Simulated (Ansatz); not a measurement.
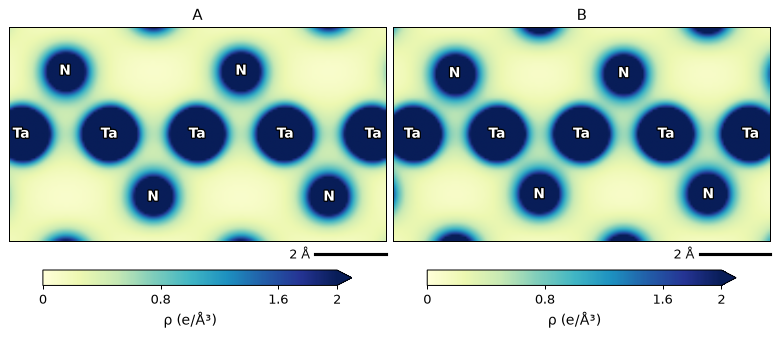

TaN. The valence electron density of two cells that differ in size, on the (110) plane of each (indices in the axes of the calculation cell), at one length scale and on one colour scale: A has 10.5 Å³ an atom and B 9.3.

The calculation used Kohn-Sham DFT of a periodic cell, PBE, Ansatz PAW in Ansatz.

The density is the valence pseudo-density of a PAW calculation; it isn't the true density close to the nuclei.

The larger cell:

```xyz
4
Lattice="3.1078 0.0000 0.0000 -1.5539 2.6914 0.0000 0.0000 0.0000 5.0145" Properties=species:S:1:pos:R:3 pbc="T T T"
Ta    0.0000    0.0000    0.0000
Ta    0.0000    0.0000    2.5072
N     0.0000    1.7943    1.2536
N     1.5539    0.8971    3.7608
```

The smaller cell: a = 2.986 Å, b = 2.986 Å, c = 4.818 Å, α = 90.00°, β = 90.00°, γ = 120.00°.

Q: What changes from the larger cell to the smaller?

A: From the larger cell to the smaller, Ta–Ta goes from 2.51 to 2.41 Å, and the density at its midpoint from 0.56 to 0.65 e/Å³; Ta–N goes from 2.19 to 2.10 Å, and the density at its midpoint from 0.57 to 0.69 e/Å³; the pressure goes from 32 to 97 GPa.
